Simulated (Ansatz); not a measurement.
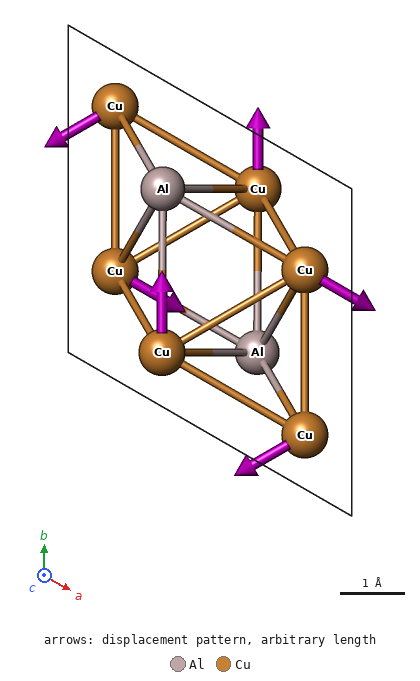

Normal modes of a crystal of AlCu$_{3}$, space group P6₃/mmc (No. 194), at the zone centre. The optical levels lie at 120 (×2), 130, 137 (×2), 143 (×2), 171, 173, 185 (×2), 193 (×2), 214, 230, 285, 296 (×2), 308 (×2), 311 cm⁻¹. One mode is drawn. The purple arrows give the relative displacements of the atoms. The picture is a ball-and-stick view of the cell of the calculation, seen along the c axis.

The calculation used DFT PBEsol, scalar-relativistic, plane waves, PAW in Ansatz 0.2.0. Settings: plane-wave cutoff 420 eV; k-point mesh 12 × 12 × 8; occupations fermi dirac; smearing width 0.15 eV; no spin polarisation.

The frequencies depend somewhat on the k-mesh and the smearing.

Q: Which of these frequencies is the drawn mode's?

A: The level at 171 cm⁻¹. This is the B₁u mode, optical level 5 of 14, counted from below, silent by symmetry (neither infrared- nor Raman-active). The Al atoms stay at rest; atoms of one kind move against one another, with no net shift of their sublattice.
